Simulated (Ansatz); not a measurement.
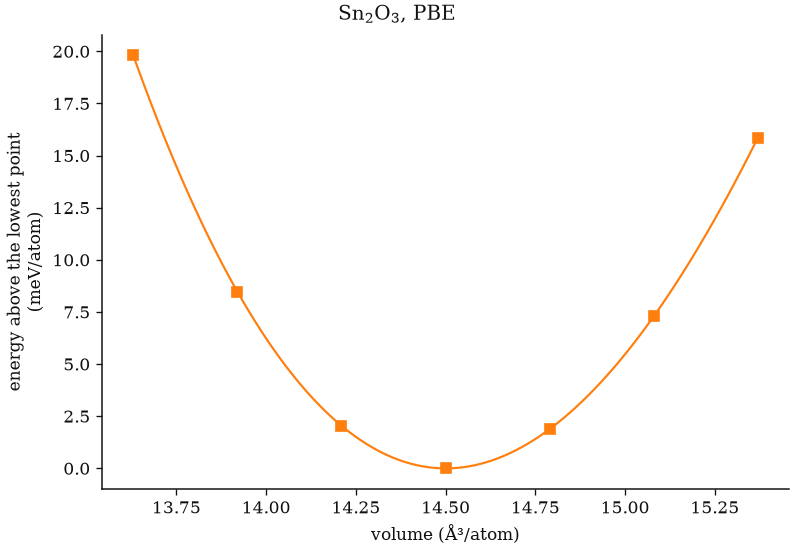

Method: equation of state of a cubic crystal from periodic Kohn-Sham density functional theory without spin, third-order Birch-Murnaghan fit to the free energies; pressure corrected for the finite basis (Ansatz 0.2.0 development build). Level: PBE.

```json
{"setting": "structure type", "value": "cubic X2O3"}
{"setting": "atoms in cell", "value": "10"}
{"setting": "space group number", "value": "224"}
{"setting": "lattice centring", "value": "simple cubic"}
{"setting": "k mesh", "value": "7×7×7"}
{"setting": "occupation method", "value": "Fermi–Dirac"}
{"setting": "occupation width", "value": "0.06123 eV"}
{"setting": "wave cutoff", "value": "700 eV"}
{"setting": "datasets", "value": "hard PAW"}
{"setting": "density tolerance", "value": "1e-09 eV"}
{"setting": "bands", "value": "72"}
{"setting": "density cutoff ratio", "value": "4"}
{"setting": "search for lower states", "value": "default"}
```

Figure. Energy above the lowest point against volume for Sn₂O₃, space group Pn-3m (No. 224) (one of a set of cubic test structures, which need not be the stable phase).

A third-order Birch–Murnaghan fit gives V0 = 14.50 Å³/atom, B0 = 108 GPa and B′ = 4.5. The energy above the lowest point is 19.8 meV/atom at volume 13.63 Å³/atom and 15.9 meV/atom at 15.37 Å³/atom; the lowest computed point is at volume 14.50 Å³/atom (0.0 meV/atom).

Limits of the calculation: cubic model structure, not the ambient form; modest k-mesh, values are not fully converged in k.
